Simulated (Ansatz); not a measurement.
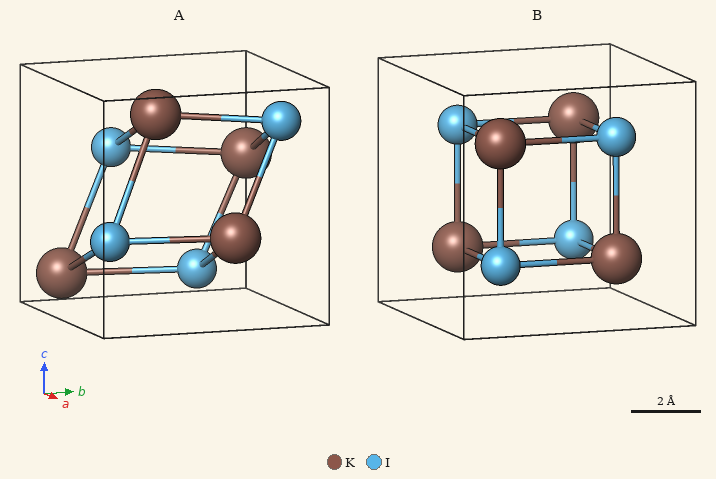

Two geometries of crystalline KI (built on the FeSi (B20)_198 type), drawn at one scale. One is the start of a relaxation, the other its converged end. Style: ball-and-stick. Shown: the cell of the calculation, slightly off an axis.

Level of theory: Ansatz, DFT PBE, scalar-relativistic, plane waves, PAW. (plane-wave cutoff 420 eV; k-point mesh 4 × 4 × 4; occupations gaussian; smearing width 0.02 eV; no spin polarisation; cell and atoms relaxed; force threshold 0.01 eV/Å; at most 80 steps)

**Which geometry has the lower energy?**

Structure B is the relaxed one. Case: FeSi (B20) type (P2_13, No. 198). Over 10 accepted moves (11 points after the start) the energy falls by 156 meV per atom. The largest force component goes from 0.15 to 0.0056 eV/Å. The pressure goes from −0.02 to 0.00 GPa. The SCF was repeated once at an unchanged geometry on a basis and grid sized afresh for the cell, which shifted the energy by 0.1 meV per atom at most. The largest moves relative to the cell, 1.44 Å, are those of K atoms. Largest moves by element: K 1.44 Å, I 1.18 Å. The drawn cell changes as follows: a = b = c 6.993 → 7.182 Å (+2.7 %); the volume changes by +8.3 %. Some distances before and after: I–K 3.506 → 6.228 Å, I–K 3.935 → 3.596 Å, I–K 3.659 → 3.586 Å. Bonds break: I–K (3.51 → 6.23 Å). Bond angles that change, for instance: K–I–K 134.1° → 179.8°, I–K–I 134.1° → 179.8°, K–I–K 115.0° → 90.0°. The space group stays P2_13 (No. 198).
